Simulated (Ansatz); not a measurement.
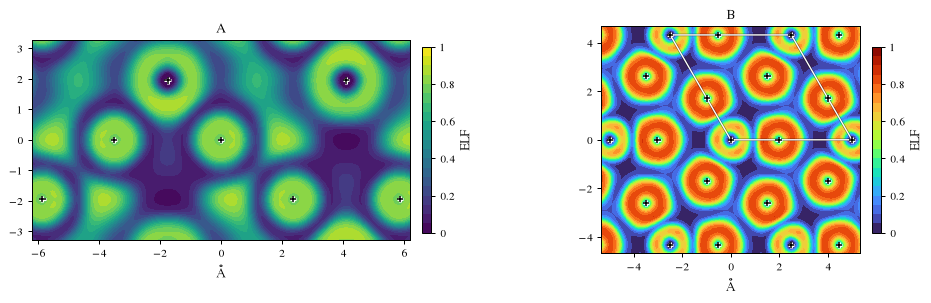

The electron localisation function of 2 systems, each on a plane through atoms (crosses mark nuclei in the plane).

The calculation used DFT r2SCAN, scalar-relativistic, plane waves, PAW (Ansatz).

System 1: TiO, the (001) plane of the conventional cell. Space group P-62m; a structure from a database of computed crystals, not necessarily the ambient phase; computed without spin polarisation.

System 2: Hf$_{2}$S, the (110) plane of the conventional cell. Space group P6₃/mmc; a structure from a database of computed crystals, not necessarily the ambient phase.

```
CELL_PARAMETERS angstrom
3.37427 0.00000 0.00000
-1.68714 2.92221 0.00000
0.00000 0.00000 11.71741
ATOMIC_POSITIONS crystal
Hf 0.66667 0.33333 0.89981
Hf 0.33333 0.66667 0.39981
Hf 0.66667 0.33333 0.60019
Hf 0.33333 0.66667 0.10019
S 0.00000 0.00000 0.75000
S 0.00000 0.00000 0.25000
```

### Match each panel to its system.

Panel A is system 2, Hf$_{2}$S: the plane holds Hf and S. Hf–S (2.62 Å): the ELF peaks at about 0.85 in the valence shell of S, 0.8 Å from its nucleus, and is about 0.30 at the midpoint: no localised pair shows between them. Panel B is system 1, TiO: the plane holds Ti and O. Ti–O (1.97 Å): the ELF peaks at about 0.85 in the valence shell of O, 0.6 Å from its nucleus, and is about 0.20 at the midpoint (no localised pair shows between them).
